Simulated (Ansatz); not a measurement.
SiGe: several calculations on one system

### One mode

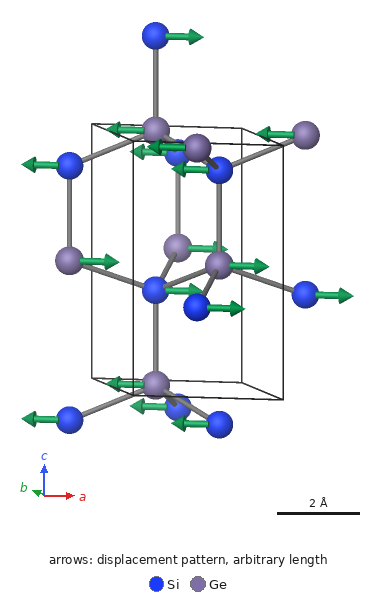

One vibrational mode of a crystal of SiGe relaxed at 7 GPa at the zone centre. The green arrows are the displacements of the atoms (eigenvector over the root of the mass), of arbitrary overall length and sign. A ball-and-stick model of the cell of the calculation, seen slightly off an axis.

These are results of DFT LDA, scalar-relativistic, plane waves, PAW (Ansatz 0.2.0), not measurements. (plane-wave cutoff 420 eV; k-point mesh 12 × 12 × 6; occupations gaussian; smearing width 0.01 eV; target pressure 7 GPa; no spin polarisation)

Frequencies are those without the non-analytic (LO–TO) term.

### Give the symmetry, activity and frequency of this mode.

This is the E₂ mode (doubly degenerate; one member of the set is drawn) at 56 cm⁻¹, the lowest optical level, Raman-active by symmetry. All motion is along a; atoms of one kind move against one another, with no net shift of any sublattice; the Ge–Si bond lengths don't change to first order, so for these it is a bending, tilting or sliding motion; the kinetic energy is shared as Ge 74 %, Si 26 %.

### Softest mode

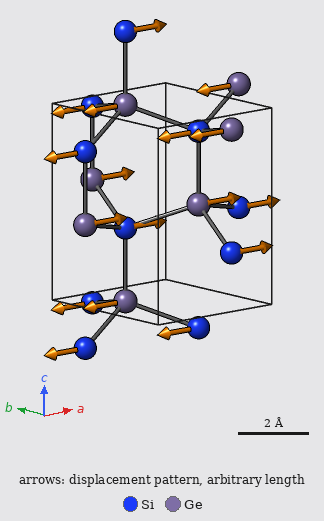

The lowest optical mode of a crystal of SiGe relaxed at 18 GPa, space group P6₃mc (No. 186), at the zone centre. The orange arrows give the relative displacements of the atoms. Style: ball-and-stick. Shown: the cell of the calculation, from a free direction.

Level of theory: Ansatz, DFT LDA, scalar-relativistic, plane waves, PAW.

Input
```yaml
crystal:
  lattice:
    - [3.6739854335, 0.0, 0.0]
    - [-1.8369927167, 3.1817647186, 0.0]
    - [0.0, 0.0, 6.0964110823]
  atoms:
    - { symbol: Si, position: [0.6666666667, 0.3333333333, 0.8737488417] }
    - { symbol: Si, position: [0.3333333333, 0.6666666667, 0.3737488417] }
    - { symbol: Ge, position: [0.6666666667, 0.3333333333, 0.5012501583] }
    - { symbol: Ge, position: [0.3333333333, 0.6666666667, 0.0012501583] }
basis:
  ecutwfc: 420
kpoints:
  mp_grid: { grid: [12, 12, 8] }
hamiltonian:
  xc: lda
scf:
  occupations: { method: gaussian, width: 0.01 }
output:
  eigenvalues: true
phonons:
  method: dfpt
  eigenvectors: true
```

Launched with:
```bash
ansatz run input.yaml --threads 1 --pin off --max-ram 3072MiB --backend cpu --events-out ev --progress --plain --runs-dir out
```

Frequencies are those without the non-analytic (LO–TO) term.

Question: Is this crystal at a minimum with respect to the drawn distortion?

Answer: Yes: this softest mode has a real frequency, and so have all others here. That speaks for this wave vector alone: the rest of the zone wasn't checked in this run. This is the E₂ mode (doubly degenerate; one member of the set is drawn) at 25 cm⁻¹, the lowest optical level, Raman-active by symmetry. All motion is along a; atoms of one kind move against one another, with no net shift of any sublattice; the Ge–Si bond lengths don't change to first order, so for these it is a bending, tilting or sliding motion; the kinetic energy is shared as Ge 73 %, Si 27 %.

### Softest mode

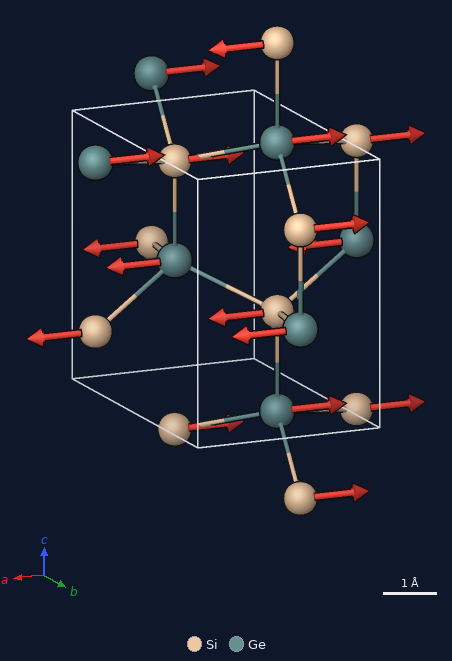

The lowest optical mode of a crystal of SiGe relaxed at 35 GPa, space group P6₃mc (No. 186), at the zone centre. The red arrows give the relative displacements of the atoms. A ball-and-stick model of the cell of the calculation, seen from a free direction.

These are results of DFT LDA, scalar-relativistic, plane waves, PAW in Ansatz 0.2.0, not measurements.

Input file:
```yaml
crystal:
  lattice:
    - [3.5566042683, 0.0, 0.0]
    - [-1.7783021341, 3.0801096475, 0.0]
    - [0.0, 0.0, 5.9336267528]
  atoms:
    - { symbol: Si, position: [0.6666666667, 0.3333333333, 0.8728567523] }
    - { symbol: Si, position: [0.3333333333, 0.6666666667, 0.3728567523] }
    - { symbol: Ge, position: [0.6666666667, 0.3333333333, 0.5021422477] }
    - { symbol: Ge, position: [0.3333333333, 0.6666666667, 0.0021422477] }
basis:
  ecutwfc: 420
kpoints:
  mp_grid: { grid: [12, 12, 8] }
hamiltonian:
  xc: lda
scf:
  occupations: { method: gaussian, width: 0.01 }
output:
  eigenvalues: true
phonons:
  method: dfpt
  eigenvectors: true
```

Command:
```bash
ansatz run input.yaml --threads 1 --pin off --max-ram 3072MiB --backend cpu --events-out ev --progress --plain --runs-dir out
```

Is this crystal at a minimum with respect to the drawn distortion?

Answer. No. This is the E₂ mode (doubly degenerate; one member of the set is drawn) at 58i cm⁻¹, the lowest optical level, Raman-active by symmetry. All motion is along a; atoms of one kind move against one another, with no net shift of any sublattice; the Ge–Si bond lengths don't change to first order, so for these it is a bending, tilting or sliding motion; the kinetic energy is shared as Ge 71 %, Si 29 %. The frequency is imaginary, so the structure is unstable against this distortion. Freezing in the drawn pattern lowers the space group from P6₃mc to P2₁ (No. 4).
